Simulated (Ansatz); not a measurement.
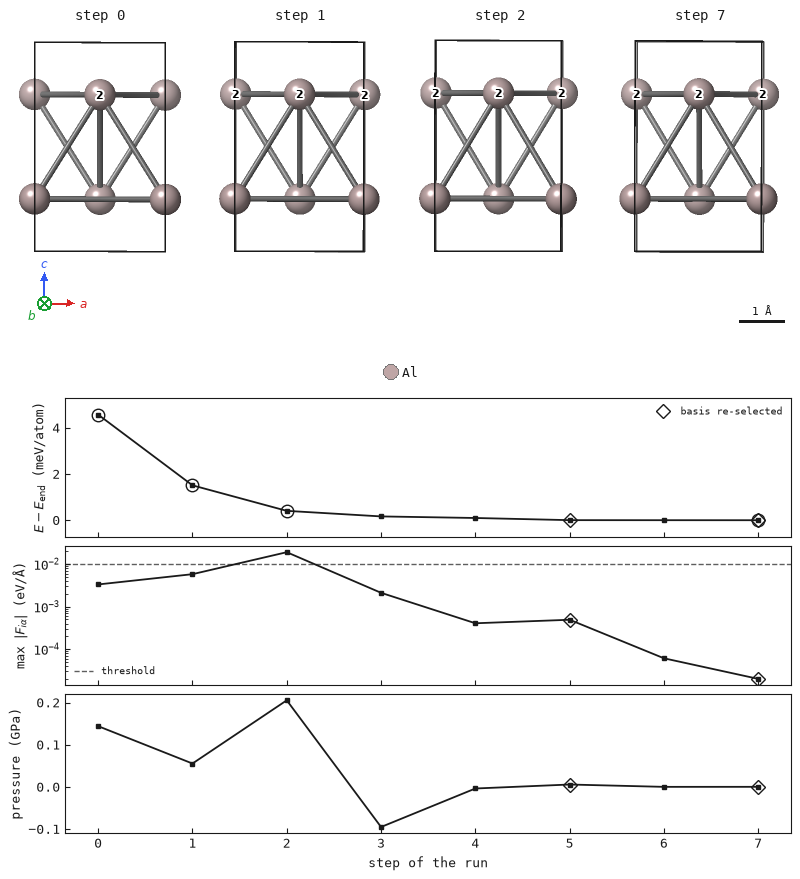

Frames of a relaxation of crystalline Al (a generated structure, set up in P-1), marked on the history of the run. The picture is a ball-and-stick view of the conventional cell (2 times the calculation's cell), seen along the b axis. Lengths and directions refer to the drawn axes.

These are results of DFT PBE, scalar-relativistic, plane waves, PAW in Ansatz, not measurements.

Input file:
```yaml
crystal:
  lattice:
    - [2.7996864933, 0.0, 0.0]
    - [1.2995668291, 2.5308371018, 0.0]
    - [0.017169825, 0.039256133, 4.6989323462]
  atoms:
    - { symbol: Al, position: [0.1679317103, 0.1675349644, 0.2499064232] }
    - { symbol: Al, position: [0.8320682897, 0.8324650356, 0.7500935768] }
basis:
  ecutwfc: 420
kpoints:
  mp_grid: { grid: [22, 22, 12] }
hamiltonian:
  xc: pbe
scf:
  occupations: { method: gaussian, width: 0.1 }
output:
  forces: true
  stress: true
  eigenvalues: true
relax:
  adjacent_minimum: "off"
  f_tol: 0.01
  max_steps: 80
  cell: { stress_tol: 0.05 }
```

Command:
```bash
ansatz run input.yaml --threads 1 --pin off --max-ram 3072MiB --backend cpu --events-out ev --progress --plain --runs-dir out
```

Question: Describe the path.

Answer: The largest moves relative to the cell, 0.005 Å, are those of Al1 and Al2. Al2 goes roughly along +b. The drawn cell changes at constant volume: a 2.942 → 2.851 Å (−3.1 %), b 4.818 → 4.938 Å (+2.5 %), c 4.699 → 4.729 Å (+0.6 %), α 89.6° → 90.0°, β 90.3° → 90.0°, γ 91.0° → 90.0°. Near-neighbour distances that change, for instance: Al1–Al1 2.942 → 2.851 Å, Al1–Al1 (another image) 2.800 → 2.851 Å, Al1–Al2 2.842 → 2.881 Å, Al1–Al2 (another image) 2.903 → 2.881 Å. The space group (tolerance 0.01 Å) goes from P-1 (No. 2) to P6_3/mmc (No. 194). After 5 accepted moves (7 points after the start) the energy has fallen by 4.6 meV per atom. Largest force component: 0.0033 eV/Å at the start, under 0.0001 eV/Å at the end. The pressure goes from 0.14 to 0.00 GPa. The SCF was repeated twice at an unchanged geometry on a basis and grid sized afresh for the cell, which shifted the energy by 0.1 meV per atom at most. From step 0 to 1: energy −3.1 meV per atom. From step 1 to 2: volume −0.2 %, energy −1.1 meV per atom. From step 2 to 7: volume +0.3 %, energy −0.4 meV per atom.

```
step  E − E(0), meV/atom  largest force component, eV/Å  pressure, GPa  volume, Å³/atom                      note
   0                0.00                         0.0033           0.14           16.647                          
   1               -3.06                         0.0058           0.06           16.643                          
   2               -4.17                         0.0190           0.21           16.602                          
   3               -4.41                         0.0021          -0.10           16.661                          
   4               -4.47                         0.0004           0.00           16.643                          
   5               -4.57                         0.0005           0.01           16.643  same geometry, new basis
   6               -4.57                         0.0001           0.00           16.644                          
   7               -4.57                         0.0000           0.00           16.644  same geometry, new basis
```
